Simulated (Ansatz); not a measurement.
System: Ir.

Input

```
crystal:
  lattice:
    - [0.0, -1.9197, -1.9197]
    - [-1.9197, 0.0, -1.9197]
    - [1.9197, 1.9197, -3.8394]
  atoms:
    - { symbol: Ir, position: [0.5159512137, 0.5159512137, 0.49999543] }
    - { symbol: Ir, position: [-0.0159512137, -0.0159512137, 4.57e-06] }
basis:
  ecutwfc: 420
kpoints:
  mp_grid: { grid: [24, 24, 20] }
hamiltonian:
  xc: lda
scf:
  occupations: { method: gaussian, width: 0.15 }
output:
  forces: true
  stress: true
  eigenvalues: true
  write_density: true
  write_potential: true
  elf: true
  volumetric_format: npy
```

Command:

```sh
ansatz run input.yaml --threads 2 --pin off --max-ram 5120MiB --backend cpu --events-out ev --progress --plain --runs-dir out
```

Below, planes, directions and counts refer to the conventional cell (a = 4.70 Å, b = 2.71 Å, c = 4.70 Å, α = 90.00°, β = 109.47°, γ = 90.00°).

Space group C2/m; not relaxed (largest force 0.7 eV/Å); computed pressure about −8 GPa in this cell; computed without spin polarisation.

Method: DFT LDA, scalar-relativistic, plane waves, PAW (Ansatz 0.2.0).

### Predict the valence pseudo-density and electron localisation function between the atoms.

Ir–Ir (2.68 Å): ρ is about 0.48 e/Å³ halfway; the ELF is about 0.40 at the midpoint.
Ir–Ir (2.76 Å): ρ is about 0.41 e/Å³ halfway; the ELF is about 0.35 at the midpoint.

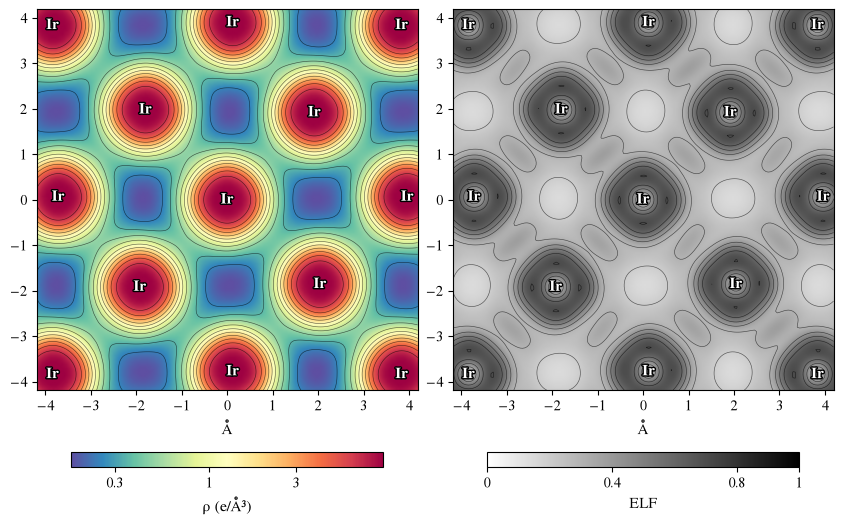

Computed valence pseudo-density and electron localisation function on the (111) plane of the conventional cell, in this order. 

The density is the valence pseudo-density of a PAW calculation; it isn't the true density close to the nuclei.
